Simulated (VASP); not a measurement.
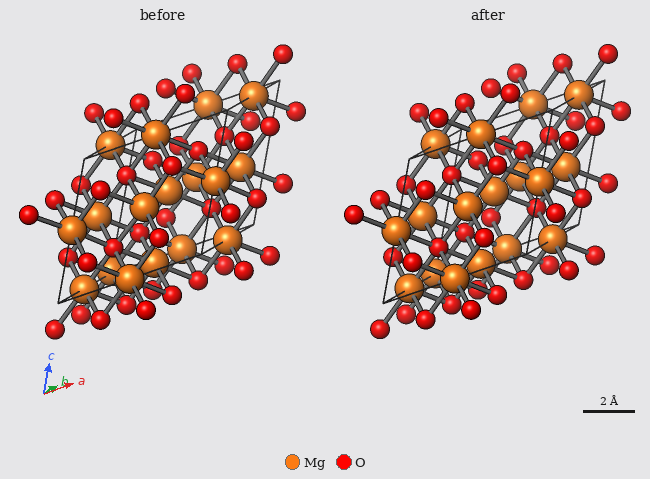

The structure of a defect cell of composition Mg$_{8}$O$_{7}$ before (left) and after (right) a relaxation, at one scale.

A ball-and-stick model of the cell of the calculation, reduced to other axes, seen from a free direction. Lengths and directions refer to the drawn axes.

The run lets the atoms move in a fixed cell.

The calculation used VASP 6.6.1, Kohn-Sham DFT of a periodic cell, PBE, VASP PAW PBE potentials, recommended.

The input:
```
SYSTEM = Mg8O7
PREC     = Normal         ! precision mode
ENCUT    = 450            ! plane-wave cutoff, eV
EDIFF    = 1E-6           ! SCF threshold, eV
ISMEAR   = 0              ! smearing method
SIGMA    = 0.01           ! smearing width, eV
LREAL    = Auto         
LASPH    = .True.         ! aspherical terms in the spheres
NELM     = 80             ! most SCF steps
ALGO     = Normal         ! electronic algorithm
ISIF     = 2              ! what is computed and relaxed
LWAVE    = .False.        ! write WAVECAR
LCHARG   = .False.        ! write CHGCAR
GGA      = PE             ! functional
IBRION   = 2              ! ionic algorithm
NSW      = 70             ! ionic steps
EDIFFG   = -0.025         ! ionic threshold
ICORELEVEL= 1            
ISYM     = 0
```

Command:
```bash
cat potpaw_PBE.64/Mg/POTCAR potpaw_PBE.64/O/POTCAR > POTCAR
mpirun -np 2 vasp_std > vasp.out
```

Summarise the run.

Answer. The energy falls by 0.183 eV per cell of the calculation in 9 geometry steps. The largest force component goes from 1.2 to 0.0084 eV/Å. The atom that moves furthest is a Mg atom (0.096 Å along [−1 1 −2]). Largest moves by element: Mg 0.096 Å, O 0.014 Å. The lattice vectors keep their values. Some distances before and after: Mg–O 2.227 → 2.123 Å, Mg–O 2.019 → 2.122 Å, Mg–O 2.194 → 2.122 Å, Mg–O 2.052 → 2.123 Å. Among the angles between lasting bonds that change: O–Mg–O 174.2° → 179.8°, Mg–O–Mg 84.7° → 90.0°, O–Mg–O 174.9° → 179.7°. It ran on 2 threads of AMD EPYC 7R13 Processor (Zen 3), on a shared host.

Limits of the set-up: the periodic images lie only 6.0 Å apart, so the values are limited by the cell's size.
